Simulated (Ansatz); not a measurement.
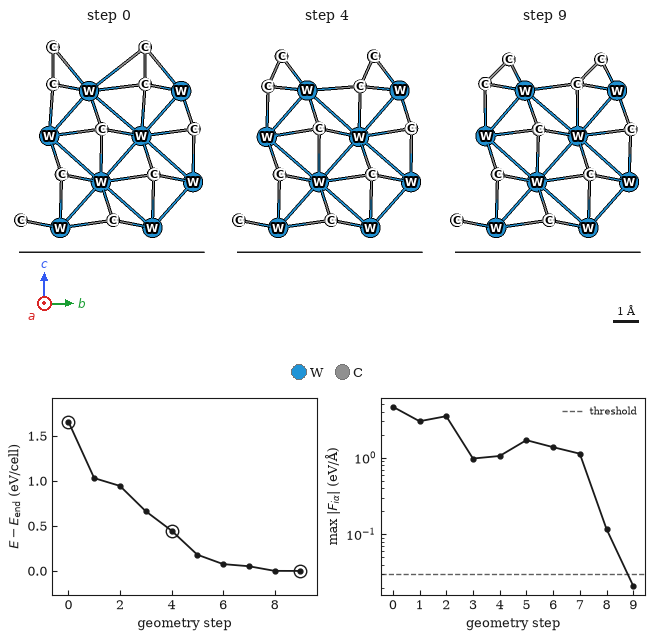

Frames of a constrained relaxation of a slab of composition W4C5 (cut from the P-6m2 phase), marked on the history of the run. A ball-and-stick model of the 2 × 2 repeat of the cell, outlined in the plane, without the vacuum, seen along the a axis.

Case: C put at a top C site. The slab is the (1 0 1) face of WC with C on it. 4 atoms are held fixed.

Level of theory: DFT PBEsol, scalar-relativistic, plane waves, PAW (Ansatz).

Input file:
```yaml
crystal:
  lattice:
    - [2.898413667, 0.0, 0.0]
    - [-1.4492068335, 3.78100389, 0.0]
    - [0.0, 0.0, 24.9443726624]
  atoms:
    - { symbol: W, position: [0.7203625337, 0.4407250673, 0.3407582189] }
    - { symbol: C, position: [0.0070896226, 0.0141792452, 0.3533005956] }
    - { symbol: W, position: [0.4407250673, 0.8814501347, 0.4160124793] }
    - { symbol: C, position: [0.7274521563, 0.4549043126, 0.428554856] }
    - { symbol: W, position: [0.1607059435, 0.3219466716, 0.4918222017] }
    - { symbol: C, position: [0.4450950931, 0.8910281244, 0.503327095] }
    - { symbol: W, position: [0.8761111186, 0.7529317904, 0.5656420037] }
    - { symbol: C, position: [0.1807008632, 0.3617820852, 0.576867677] }
    - { symbol: C, position: [0.1807008632, 0.3617820852, 0.6378032644] }
basis:
  ecutwfc: 420
kpoints:
  mp_grid: { grid: [11, 8, 1] }
hamiltonian:
  xc: pbesol
scf:
  occupations: { method: gaussian, width: 0.1 }
output:
  forces: true
  eigenvalues: true
  write_density: true
  write_potential: true
  elf: true
  volumetric_format: npy
relax:
  adjacent_minimum: "off"
  f_tol: 0.03
  max_steps: 70
  constraints: [{ sites: [0, 1, 2, 3] }]
efield:
  axis: 3
  dipole_correction: true
  ramp_width: 0.04
```

Launched with:
```bash
ansatz run input.yaml --threads 2 --pin off --max-ram 5120MiB --backend cpu --events-out ev --progress --plain --runs-dir out
```

> Describe the path.

The atom that moves furthest is C9 (0.96 Å at 58° to the normal (−c side)). By element the largest moves are C 0.96 Å, W 0.02 Å. The cell stays as it was. Among the contacts that change: W7–C9 2.743 → 2.040 Å, W7–C9 (another image) 2.922 → 3.375 Å, W7–C8 2.319 → 2.168 Å, C8–C9 1.520 → 1.391 Å. Bond angles that change, for instance: W7–C8–C9 96.9° → 142.0°, W5–C8–C9 175.9° → 135.0°, W7–C8–C9 97.7° → 64.7°. The energy falls by 1.659 eV per cell of the calculation in 9 geometry steps. The largest force component goes from 4.7 to 0.021 eV/Å. The run took 5.4 min on 2 threads of Intel(R) Xeon(R) Platinum 8259CL CPU @ 2.50GHz (Skylake/Cascade Lake), on a shared host, peak memory 0.91 GiB. From step 0 to 4: C9 moves most (0.57 Å), energy −1.211 eV per cell of the calculation. From step 4 to 9: C9 moves most (0.41 Å), energy −0.448 eV per cell of the calculation.

```json
{"step": "0", "E − E(0), meV/atom": "0.00", "largest force component, eV/Å": "4.6695"}
{"step": "1", "E − E(0), meV/atom": "-69.69", "largest force component, eV/Å": "3.0122"}
{"step": "2", "E − E(0), meV/atom": "-79.35", "largest force component, eV/Å": "3.5086"}
{"step": "3", "E − E(0), meV/atom": "-110.56", "largest force component, eV/Å": "0.9784"}
{"step": "4", "E − E(0), meV/atom": "-134.51", "largest force component, eV/Å": "1.0570"}
{"step": "5", "E − E(0), meV/atom": "-164.22", "largest force component, eV/Å": "1.7035"}
{"step": "6", "E − E(0), meV/atom": "-175.83", "largest force component, eV/Å": "1.3785"}
{"step": "7", "E − E(0), meV/atom": "-178.47", "largest force component, eV/Å": "1.1323"}
{"step": "8", "E − E(0), meV/atom": "-184.20", "largest force component, eV/Å": "0.1168"}
{"step": "9", "E − E(0), meV/atom": "-184.29", "largest force component, eV/Å": "0.0210"}
```

Limits of the set-up: the periodic images lie only 2.9 Å apart, so the values are limited by the cell's size.
